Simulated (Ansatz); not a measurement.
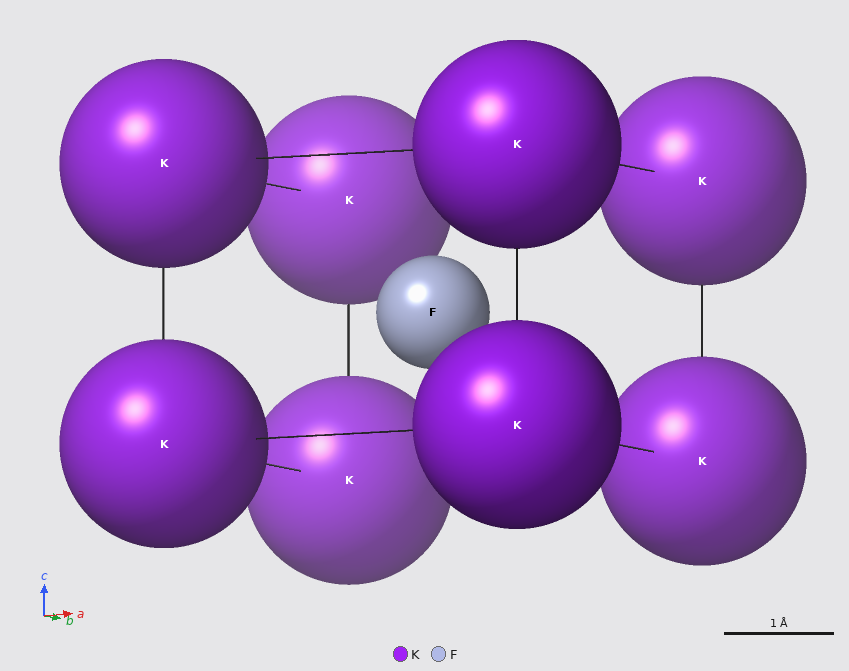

Structure drawing (spheres-only), viewed from a general direction. The box is the simulation cell; atoms on or close to its faces, edges and corners are drawn wherever they repeat.

Input used:
```yaml
crystal:
  lattice:
    - [3.6582374591, 0.0, 0.0]
    - [0.0, 3.6582374591, 0.0]
    - [0.0, 0.0, 2.5863738836]
  atoms:
    - { symbol: K, position: [0.0, 0.0, 0.0] }
    - { symbol: F, position: [0.5, 0.5, 0.5] }
basis:
  ecutwfc: 420
kpoints:
  mp_grid: { grid: [8, 8, 8] }
hamiltonian:
  xc: lda
scf:
  occupations: { method: gaussian, width: 0.05 }
output:
  forces: true
  stress: true
  eigenvalues: true
```
Run as:
```sh
ansatz run input.yaml --threads 1 --pin off --max-ram 1228MiB --backend cpu --events-out ev --progress --plain --runs-dir out
```

Setup: DFT LDA, scalar-relativistic, plane waves, PAW (Ansatz 0.2.0); plane waves up to 420 eV, 8×8×8 k-mesh, Gaussian smearing of 0.05 eV, no spin polarisation.

**Classify it as metallic or gapped, with the value.**

An insulator at this level, with a gap of 4.16 eV on the k-mesh (the true edges may lie between mesh points, so the gap can be somewhat smaller).

**What is the computed pressure?**

The computed pressure is -2.9 GPa (stretched: it would shrink). The stress isn't hydrostatic: its largest component is 21.5 GPa.

It goes back to a structure listed in the Materials Project. The cell was then strained or its atoms displaced on purpose. Ansatz was used for an electronic-structure calculation on it.
